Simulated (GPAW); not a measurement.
Consider O.

```
O
1.0
     3.00355    0.00000    0.00000
     0.00000    3.77977    0.00000
     0.00000    0.00000    7.79767
O
8
Direct
  0.50000 0.00000 0.07890
  0.00000 0.50000 0.07890
  0.00000 0.00000 0.57890
  0.50000 0.50000 0.57890
  0.00000 0.00000 0.42110
  0.50000 0.50000 0.42110
  0.50000 0.00000 0.92110
  0.00000 0.50000 0.92110
```

Space group Fmmm; a structure from a database of computed crystals, not necessarily the ambient phase; not relaxed (largest force 1.2 eV/Å); computed pressure about −2 GPa in this cell.

All numbers below come from Kohn-Sham DFT of a periodic cell, PBE, GPAW PAW data sets (gpaw-data 1.2.1) (GPAW).

### What can the converged valence pseudo-density and electron localisation function tell about the bonding?

O–O (1.23 Å): the density is about 3.5 e/Å³ at the midpoint; the ELF peaks at about 0.80 between the atoms (inside overlapping PAW spheres, so only a guide): a covalent bond.

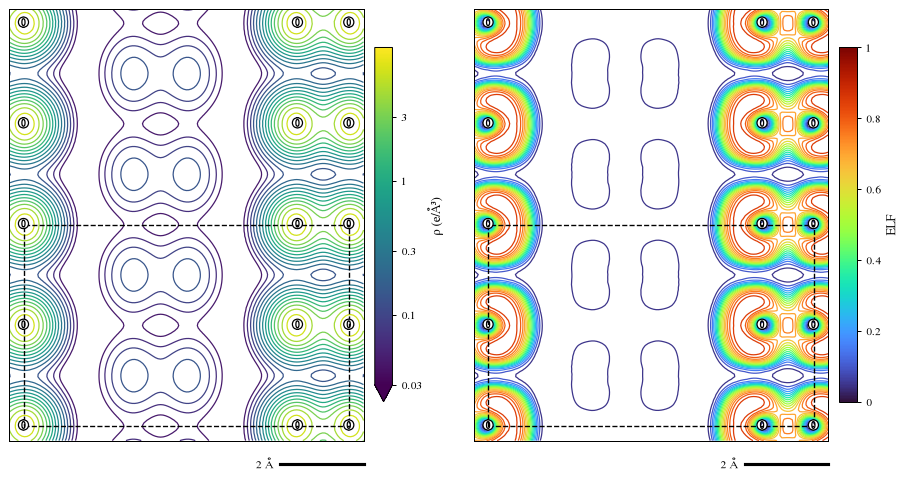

Computed valence pseudo-density and electron localisation function on the (110) plane of the conventional cell, in this order. 

In a PAW calculation such maps are meaningful between the atoms, not at the nuclei.
